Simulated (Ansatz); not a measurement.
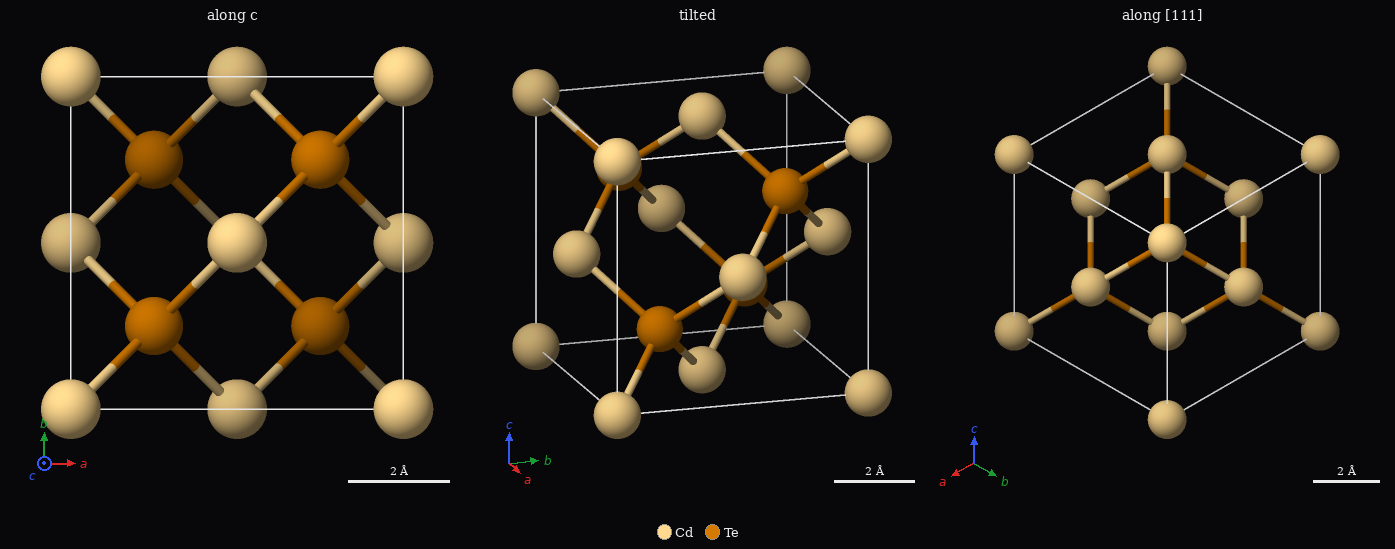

The crystal in a ball-and-stick representation, seen along the c axis, slightly off an axis and along [111]. One conventional unit cell is framed, with atoms on its boundary repeated.

Cell dimensions are a = 6.618 Å, b = 6.618 Å, c = 6.618 Å, α = 90.00°, β = 90.00°, γ = 90.00°.

Connected in the drawing: Cd–Te up to 3.61 Å (cut-off distances).

Determine the stoichiometry.

Answer. CdTe. The cell holds 4 Cd, 4 Te, counting shared atoms by their share.

What lattice type does the structure have?

Answer. Face-centred cubic.

What is Te bonded to?

Answer. Four Cd in a tetrahedral arrangement at about 2.9 Å.

What kind of network do the bonds form?

Answer. The bonds build a three-dimensional framework.

It goes back to a structure type known for this compound. The atoms were relaxed in a fixed cell with Ansatz, DFT PBE, scalar-relativistic, plane waves, PAW.
